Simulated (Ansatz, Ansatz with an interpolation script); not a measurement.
**Settings in Wannier-interpolated G0W0: CdSe (Cadmoselite)**

Wanted: errors and cost of interpolated bands of CdSe (Cadmoselite) under coarser or faulty settings.

Main program and level: Ansatz 0.2.0; maximally localised Wannier functions, r2SCAN, plane waves, PAW; PAW set soft_1.

The database entry behind the starting cell differs from later determinations by our own check (inner coordinate of an old entry), so it need not match the best structure at ambient conditions.

## (1) Set-up

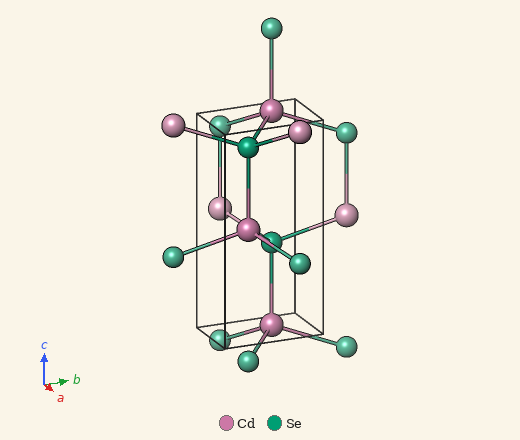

The cell as given, slightly off an axis (cadmium pink, selenium teal). Some periodic images of atoms are drawn too.

The cell and positions come from the Crystallography Open Database and are kept as given unless a step says otherwise.

## (2) Wannier model on 12×12×8

Localised functions give a small Hamiltonian that interpolates between mesh points at no cost.

The input, input.yaml:

```yaml
crystal:
  lattice:
    - [4.3, 0.0, 0.0]
    - [-2.15, 3.72390924, 0.0]
    - [0.0, 0.0, 7.02]
  atoms:
    - { symbol: Cd, position: [0.33333333, 0.66666667, 0.0] }
    - { symbol: Cd, position: [0.66666667, 0.33333333, 0.5] }
    - { symbol: Se, position: [0.33333333, 0.66666667, 0.385] }
    - { symbol: Se, position: [0.66666667, 0.33333333, 0.885] }
kpoints:
  mp_grid: { grid: [6, 6, 4] }
hamiltonian:
  xc: r2scan
  pseudopotentials: { kind: paw, azcp: { folder: soft_1 } }
scf:
  occupations: { method: fixed }
  n_extra_bands: 59
output:
  wannier:
    kmesh: [12, 12, 8]
    projections: [{ species: Cd, l: s, shell: 5 }, { species: Se, l: p, shell: 4 }]
    minimise: true
    write_hr: true
    seedname: w
    conv_tol: 1.0e-06
    max_iter: 20000
    stability_check: false
    disentanglement:
      window: [2.52, 14.33]
      frozen_window: [2.52, 9.59]
      conv_tol: 1.0e-08
```

On the command line:

```console
$ ansatz run input.yaml --threads 3 --pin off --max-ram 92160MiB --backend cuda --events-out ev --progress --plain --runs-dir out --devices 1 --max-vram 13GiB
```

Numbers of over 12 decimals in the logs are rounded to 6 here.

The log of the run:

```text
scf.n_extra_bands = 59 over 36 filled bands (N_el = 72.0): the run solves 95 bands
GPUs: using 1 of 1 available (devices: 1).
Engine: ansatz 0.2.0, x86_64-unknown-linux-gnu
Pseudopotentials: kind: paw
Pseudopotential: Cd, paw, valence charge 20, recommended cutoff 500 eV (meta_gga), soft_1/Cd.paw.azcp
Pseudopotential: Se, paw, valence charge 16, recommended cutoff 500 eV (meta_gga), soft_1/Se.paw.azcp
Functional definition: r2SCAN
  parameter k0 = 0.174
  parameter k1 = 0.065
  parameter a1 = 4.9479
  exchange = r2scan_x(k0 = k0, k1 = k1, a1 = a1)
  correlation = r2scan_c
device memory: the entry about to start is reckoned to put 3.6 GiB on a device that reports 40.0 GiB free (of which the cap on the GPU budget leaves the run 13.0 GiB)
GPU FFT provider: cuFFT
GPU libraries: cuBLAS 13.8.2, cuFFT 12.4.0, cuSOLVER 12.3.4
Crystal: 4 atoms, lattice volume = 112.410 Å³
Basis set: ecut = 500 eV, 2863 PW (Γ), exchange–correlation on 128×128×216 points (64 copies of the dense FFT grid, shifted against one another)
Bands: 95, of which v1, the nominal top of the filled ones, is band 36 counted from 1 (35 counted from 0)
Symmetry: 12 space group operations
Space group: P63mc (ITA 186), of the structure as read, at distance tolerance 4.8e-5 Å
k-points: 21 of 144 (time reversal used)
Non-local potential: Cd, projectors of the file, l = 0: 3, l = 1: 2, l = 2: 2, l = 3: 1
Non-local potential: Se, projectors of the file, l = 0: 2, l = 1: 2, l = 2: 3, l = 3: 1
PAW form: soft (Blöchl's): semilocal exchange-correlation on the pseudo side does not see the compensation charge
PAW frozen core: Cd, regenerated for the run's functional (the file was generated under x = pbe(κ = 0.804, μ = 0.219515), c = pbe(β = 0.066725))
PAW frozen core: Se, regenerated for the run's functional (the file was generated under x = pbe(κ = 0.804, μ = 0.219515), c = pbe(β = 0.066725))
PAW one-centre angular grid: Cd, 590 points (default); XC on 160 Gauss nodes
PAW one-centre angular grid: Se, 590 points (default); XC on 160 Gauss nodes
Initial density: superposition of atomic densities (chi_scale 0.1, normalization cell, long waves kept (reshape's long-wave potential 0.00 eV rms))
Initial wavefunctions: pseudopotential atomic-orbital guess
GPU buffer pool allocated for 55296 grid points (all kernels)
GPU transforms: local potential and band sums: pruned to the plane-wave sphere, on 32×32×54
Functional: x = r2scan, c = r2scan; τ floored in thin density (d = 2e-4 eV/Å³)
SCF iter   1: F=—  HF=-27496.546126 eV  |F-HF|=—  |Δ(HF+E_count)|=         —  Δρ=5.17e-2  dr2=2.65e0  dr2_τ=5.99e-3  ethr=3.10e-3  ⟨swp⟩=4.2  Hψ=6527  notcnv=0  defer=1149
preconditioner: auto → Resta (q_TF=auto, 2.533 Å⁻¹)  ε∞=1.5  [insulator: Δε(μ)=0.765 eV  Ē_g=28.870 eV  n_scr=34 (ndim 8)  ℏωp=21.0 eV  f_vac=0.161  ε∞_Penn≈1.5]
[...]
NSCF: frozen V_eff on 21 k-points
[...]
device memory: the entry about to start is reckoned to put 3.0 GiB on a device that reports 40.1 GiB free (of which the cap on the GPU budget leaves the run 13.0 GiB)
NSCF: frozen V_eff on 98 k-points
the Wannier pass solved 98 of the 1152 points of its mesh, and has the states at the others by symmetry: states obtained by the crystal's operations at points that were solved too leave a residual of 4.64e-13 eV (read by the count's bands and the next), within 4.76e-6 eV
SCF converged after 8 iterations
Free energy (F): -27495.787471 eV
Harris-Foulkes:  -27495.787471 eV  (|F-HF|=1.67e-10)
Internal energy: -27495.787471 eV  (E = F + TS)
E sigma→0 (E₀):  -27495.787471 eV
Fermi energy:    7.001486 eV
--- Per-component energies (eV) ---
  E_band       = -1867.990856
  E_kinetic    = 1104.451972
  E_local      = -13282.286473  (includes V_loc(G=0)·N_el)
  E_nonlocal   = -465.279018
  E_hartree    = 6461.697605
  E_xc         = -459.380531
  E_vxc        = -628.387238  (∫ρ·V_xc dr)
  E_paw        = -12527.329229  (= ΣΔE_a)
  E_vpaw       = -1559.296130  (= ΣTr[D̂ρ^β])
  E_aug_tail   = 0.000019  (compensation charges beyond the density's cutoff)
  E_vtau       = 39.413008  (kinetic-family band-sum trace: ∫τ·v_τ [+ j·A + Jᵃ·Aᵃ] dr)
  E_ewald      = -8323.002766
  E_core_change = -4.659049  (= ΣΔE_core)
  E_smearing   = -0.000000  (= −TS)
  E_closure    = -0.000000  (closes the sum)
  Σ components = -27495.787471   (vs F -27495.787471, Δ=0.00e0)
--- Band table (eV; the first three rows and the last of 21) ---
  k-point 0: bands = [... 32 lower, 6.2787, 6.9878, 7.0015, 7.0015, 8.1921, 9.5953, 13.4071, 13.4071, ... 55 higher]
  k-point 1: bands = [... 32 lower, 6.3780, 6.3780, 6.8885, 6.8885, 9.1423, 9.7016, 13.2039, 13.4832, ... 55 higher]
  k-point 2: bands = [... 32 lower, 6.6265, 6.6265, 6.6265, 6.6265, 9.8048, 9.8048, 13.2790, 13.2790, ... 55 higher]
  k-point 20: bands = [... 32 lower, 4.4736, 4.4736, 5.9258, 5.9258, 11.2825, 11.2825, 13.2238, 13.2238, ... 55 higher]
Wannier search: line search 1 of at most 20000: gauge-dependent spread (as the search counts it) 1.3118633 Å², largest recent change 8.1e-2 Å² against conv_tol 1.0e-6 Å², 0 stops escaped
Wannier search: line search 100 of at most 20000: gauge-dependent spread (as the search counts it) 1.1737014 Å², largest recent change 2.9e-6 Å² against conv_tol 1.0e-6 Å², 0 stops escaped
Wannier search: line search 200 of at most 20000: gauge-dependent spread (as the search counts it) 1.1734997 Å², largest recent change 1.6e-6 Å² against conv_tol 1.0e-6 Å², 0 stops escaped
Wannier search: line search 300 of at most 20000: gauge-dependent spread (as the search counts it) 1.1733123 Å², largest recent change 2.5e-6 Å² against conv_tol 1.0e-6 Å², 0 stops escaped
Wannier search: line search 400 of at most 20000: gauge-dependent spread (as the search counts it) 1.1731376 Å², largest recent change 2.3e-6 Å² against conv_tol 1.0e-6 Å², 0 stops escaped
Wannier search: line search 500 of at most 20000: gauge-dependent spread (as the search counts it) 1.1729777 Å², largest recent change 1.2e-6 Å² against conv_tol 1.0e-6 Å², 0 stops escaped
Wannier search: line search 600 of at most 20000: gauge-dependent spread (as the search counts it) 1.1728265 Å², largest recent change 2.0e-6 Å² against conv_tol 1.0e-6 Å², 0 stops escaped
```

Run time: 48 s. Hardware: 1 × NVIDIA H100 80GB HBM3 (shared by 6 runs) with 3 threads of AMD EPYC 7R13 (Zen 3), shared host; peak memory 2.7 GiB.

In the SCF lines HF is the Harris–Foulkes energy and dr2 the Hartree energy of the density residual, in eV; the loop may stop once dr2 is under the threshold and the program's other checks hold. Hψ counts applications of the Hamiltonian.

This step gave:

```
gauge-invariant spread     : 25.96 Å²
diagonal spread            : 0.1421 Å²
off-diagonal spread        : 1.031 Å²
total spread               : 27.13 Å²
least projectability       : 0.4639
localisation steps         : 693
disentanglement steps      : 271
r.m.s. interpolation error : 6.38e-4 eV
r.m.s. error near the gap  : 8.36e-4 eV
```

Near the gap the model misses directly solved bands by 0.8 meV r.m.s. and by 13 meV at most in the window tested. This tests the starting bands, not the corrections carried with them.

## (3) Wannier model on 6×6×4

Edit input.yaml of step 2 so:

```diff
@@ -20,3 +20,3 @@
   wannier:
-    kmesh: [12, 12, 8]
+    kmesh: [6, 6, 4]
     projections: [{ species: Cd, l: s, shell: 5 }, { species: Se, l: p, shell: 4 }]
```

The log of the run:

```text
[...]
GPUs: using 1 of 1 available (devices: 1).
[...]
GPU FFT provider: cuFFT
GPU libraries: cuBLAS 13.8.2, cuFFT 12.4.0, cuSOLVER 12.3.4
Crystal: 4 atoms, lattice volume = 112.410 Å³
Basis set: ecut = 500 eV, 2863 PW (Γ), exchange–correlation on 128×128×216 points (64 copies of the dense FFT grid, shifted against one another)
Bands: 95, of which v1, the nominal top of the filled ones, is band 36 counted from 1 (35 counted from 0)
Symmetry: 12 space group operations
[...]
k-points: 21 of 144 (time reversal used)
[...]
GPU buffer pool allocated for 55296 grid points (all kernels)
[...]
SCF iter   1: F=—  HF=-27496.546126 eV  |F-HF|=—  |Δ(HF+E_count)|=         —  Δρ=5.17e-2  dr2=2.65e0  dr2_τ=5.99e-3  ethr=3.10e-3  ⟨swp⟩=4.2  Hψ=6527  notcnv=0  defer=1149
[...]
SCF iter   8: F=-27495.787471 eV  HF=-27495.787471 eV  |F-HF|=1.67e-10  |Δ(HF+E_count)|=   1.95e-7  Δρ=1.23e-6  dr2=1.52e-9  dr2_τ=1.39e-10  ethr=1.39e-10  ⟨swp⟩=11.4  Hψ=13628  notcnv=0
SCF 1 converged in 8 iterations: F = -27495.787471 eV  dr2 = 1.52e-9
[...]
NSCF: frozen V_eff on 21 k-points
[...]
SCF converged after 8 iterations
Free energy (F): -27495.787471 eV
[...]
Internal energy: -27495.787471 eV  (E = F + TS)
E sigma→0 (E₀):  -27495.787471 eV
Fermi energy:    7.001486 eV
[...]
--- Band table (eV; the first three rows and the last of 21) ---
  k-point 0: bands = [... 32 lower, 6.2787, 6.9878, 7.0015, 7.0015, 8.1921, 9.5953, 13.4071, 13.4071, ... 55 higher]
  k-point 1: bands = [... 32 lower, 6.3780, 6.3780, 6.8885, 6.8885, 9.1423, 9.7016, 13.2039, 13.4832, ... 55 higher]
  k-point 2: bands = [... 32 lower, 6.6265, 6.6265, 6.6265, 6.6265, 9.8048, 9.8048, 13.2790, 13.2790, ... 55 higher]
  k-point 20: bands = [... 32 lower, 4.4736, 4.4736, 5.9258, 5.9258, 11.2825, 11.2825, 13.2238, 13.2238, ... 55 higher]
[...]
```

Run time: 14 s. Hardware: 1 × NVIDIA H100 80GB HBM3 (shared by 6 runs) with 3 threads; peak memory 1.3 GiB.

This step gave:

```yaml
gauge_invariant_spread: 24.15 Å²
diagonal_spread: 0.1409 Å²
off_diagonal_spread: 1.057 Å²
total_spread: 25.34 Å²
least_projectability: 0.4639
localisation_steps: 236
disentanglement_steps: 62
r_m_s_interpolation_error: 0.002147 eV
r_m_s_error_near_the_gap: 0.002651 eV
```

Near the gap the model misses directly solved bands by 2.7 meV r.m.s. and by 18 meV at most in the window tested. This tests the starting bands, not the corrections carried with them.

Frozen up to 2.59 eV; above it the model need not follow the bands. Electronic bands along the path, in eV, zero at the valence-band top; v1 is the highest filled band, c1 the lowest empty one:

```
    point     v4     v3     v2     v1    c1    c2
        Γ  -0.72  -0.01   0.00   0.00  1.19  2.59
        M  -2.59  -1.89  -1.25  -0.84  3.74  4.34
        K  -3.12  -1.81  -1.81  -1.81  5.29  5.29
        Γ  -0.72  -0.01   0.00   0.00  1.19  2.59
        A  -0.38  -0.38  -0.38  -0.38  2.89  2.89
        L  -1.40  -1.40  -1.31  -1.31  3.93  3.93
        H  -2.53  -2.53  -1.08  -1.08  4.85  4.85
        A  -0.38  -0.38  -0.38  -0.38  2.89  2.89
jump to L  -1.40  -1.40  -1.31  -1.31  3.93  3.93
        M  -2.59  -1.89  -1.25  -0.84  3.74  4.34
jump to H  -2.53  -2.53  -1.08  -1.08  4.85  4.85
        K  -3.12  -1.81  -1.81  -1.81  5.29  5.29
```

The same for Kohn-Sham, solved directly:

```
point     v4     v3     v2     v1    c1    c2
    Γ  -0.72  -0.01   0.00   0.00  1.19  2.59
    M  -2.59  -1.89  -1.25  -0.84  3.69  3.70
    K  -3.12  -1.81  -1.81  -1.81  4.66  5.29
    Γ  -0.72  -0.01   0.00   0.00  1.19  2.59
    A  -0.38  -0.38  -0.38  -0.38  2.80  2.80
    L  -1.40  -1.40  -1.31  -1.31  3.40  3.40
    H  -2.53  -2.53  -1.08  -1.08  4.28  4.28
    A  -0.38  -0.38  -0.38  -0.38  2.80  2.80
    L  -1.40  -1.40  -1.31  -1.31  3.40  3.40
    M  -2.59  -1.89  -1.25  -0.84  3.69  3.70
    H  -2.53  -2.53  -1.08  -1.08  4.28  4.28
    K  -3.12  -1.81  -1.81  -1.81  4.66  5.29
```

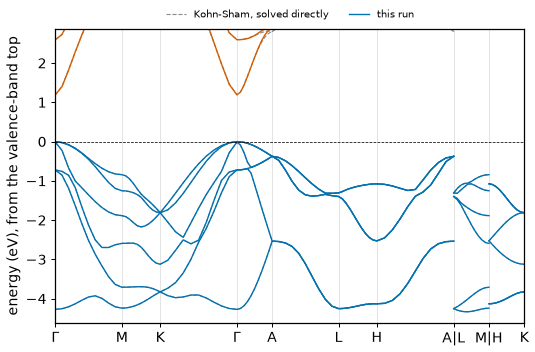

Electronic bands along the path; lines of filled and empty bands in two colours; dashed: Kohn-Sham, solved directly.

## (4) A faulty Wannier input

This step: maximally localised Wannier functions, r2SCAN, plane waves, PAW.

Edit input.yaml of step 3 so:

```diff
@@ -26,3 +26,3 @@
     conv_tol: 1.0e-06
-    max_iter: 20000
+    max_iter: 3
     stability_check: false
```

On the command line:

```console
$ ansatz run input.yaml --threads 3 --pin off --max-ram 92160MiB --backend cpu --events-out ev --progress --plain --runs-dir out
```

The log of the run:

```text
Error: invalid value for `output.wannier.max_iter`: must be ≥ 5; got 3
```

Run time: 0.15 s. Hardware: 3 threads; peak memory 0.086 GiB.

The program refused the input before any cycle.

The program's message: “Error: invalid value for `output.wannier.max_iter`: must be ≥ 5; got 3”

The fault put into this input: too few iterations.

## (5) G0W0: 6×6×4 mesh, 516 empty bands, screening to 160 eV, PAW set soft_1 files

Now the one-shot GW correction: screening in the RPA, then the self-energy of the levels asked for.

This step: G0W0 on r2SCAN, plane waves, PAW; PAW set soft_1.

input.yaml, the sections that differ from step 4:

```yaml
scf:
  occupations: { method: fixed }
gw:
  n_empty_bands: 516
  ecut_chi: 160.0
  qp_bands: [v6, c2]
  screening: { model: contour_deformation }
# crystal, kpoints, hamiltonian: as in step 4
# output: removed
```

On the command line:

```console
$ ansatz run input.yaml --threads 3 --pin off --max-ram 92160MiB --backend cuda --events-out ev --progress --plain --runs-dir out --devices 1 --max-vram 13GiB
```

The log of the run:

```text
GPUs: using 1 of 1 available (devices: 1).
[...]
GPU FFT provider: cuFFT
GPU libraries: cuBLAS 13.8.2, cuFFT 12.4.0, cuSOLVER 12.3.4
Crystal: 4 atoms, lattice volume = 112.410 Å³
Basis set: ecut = 500 eV, 2863 PW (Γ), exchange–correlation on 128×128×216 points (64 copies of the dense FFT grid, shifted against one another)
Bands: 44, of which v1, the nominal top of the filled ones, is band 36 counted from 1 (35 counted from 0)
[...]
0    38      9.5953    -8.3376    -3.8054   -12.2913  0.7978     9.7441     9.7436  root
[...]
20    35      5.9258   -18.2790     1.9396   -15.7419  0.7573     5.3160     5.3283  root
    20    36      5.9258   -18.2790     1.9396   -15.7419  0.7573     5.3160     5.3283  root
    20    37     11.2826    -7.9968    -4.0357   -12.2175  0.7893    11.4684    11.4676  root
    20    38     11.2826    -7.9968    -4.0357   -12.2175  0.7893    11.4684    11.4676  root
[key lines of the parts left out:]
SCF converged after 8 iterations
Free energy (F): -27495.787471 eV
Fermi energy:    7.001491 eV
```

It took 2.8 min on 1 × NVIDIA H100 80GB HBM3 (shared by 6 runs) with 3 threads; peak memory 2.3 GiB.

The G0W0 gap on the mesh is 1.729 eV.

[end of part 1 of 2]

[Paths, hosts, dates, memory and timing lines, banners, echoed tables and standing remarks are left out of the program output.]

[Logs are printed without paths, hosts, clocks, repeated set-up lines and the standing remarks that a program may print on its own settings, such as how far it seeks lower states.]

[Runs of the session that timed out or met a known fault of the program may be left out.]

[Hosts, paths, dates, database ids (printed as entryN), source tags and the programs' standing remarks are cut or masked in the printed files.]
